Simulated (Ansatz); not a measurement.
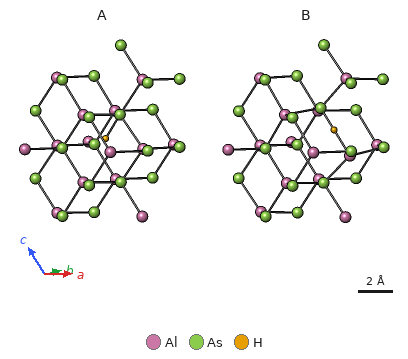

Two geometries of a defect cell of composition Al16As16H (cell charge +1), drawn at one scale. One is the start of a relaxation, the other its converged end. The picture is a ball-and-stick view of the atoms within 5.8 Å of the atom that moves most (axes of the larger cell on standard axes (2 times the calculation's cell) (origin shifted)), seen from a free direction.

The calculation used DFT PBE, scalar-relativistic, plane waves, PAW (Ansatz 0.2.0). Settings: plane-wave cutoff 420 eV; k-point mesh 2 × 2 × 2; occupations gaussian; smearing width 0.01 eV; mesh shifted by (0.5, 0.5, 0.5); no spin polarisation; atoms relaxed in a fixed cell; force threshold 0.025 eV/Å; at most 45 steps.

Which one is relaxed?

Answer. Structure B is the relaxed one. Case: H interstitial, charge +1, atoms relaxed at the host's cell. After 13 geometry steps the energy has fallen by 0.848 eV per cell of the calculation. Largest force component: 0.83 eV/Å at the start, 0.0098 eV/Å at the end. The forces were under the threshold at step 11, but the run went on from there. The atom that moves furthest is the H atom (1.75 Å along [3 0 1]). Largest moves by element: H 1.75 Å, Al 0.45 Å, As 0.44 Å. The cell stays as it was. Among the contacts that change: Al–As 2.528 → 3.401 Å, Al–H 2.572 → 1.844 Å, As–H 1.742 → 1.558 Å, Al–As 2.622 → 2.497 Å. New bonds form, among them: Al–H (2.57 → 1.84 Å). Bonds break, among them: Al–As (2.53 → 3.40 Å). Among the angles between lasting bonds that change: Al–As–H 177.5° → 101.0°, Al–As–H 73.4° → 101.1°, Al–As–H 73.5° → 101.2°.

Limits of the set-up: the cell is charged, on a uniform background, and energies carry no finite-size correction.
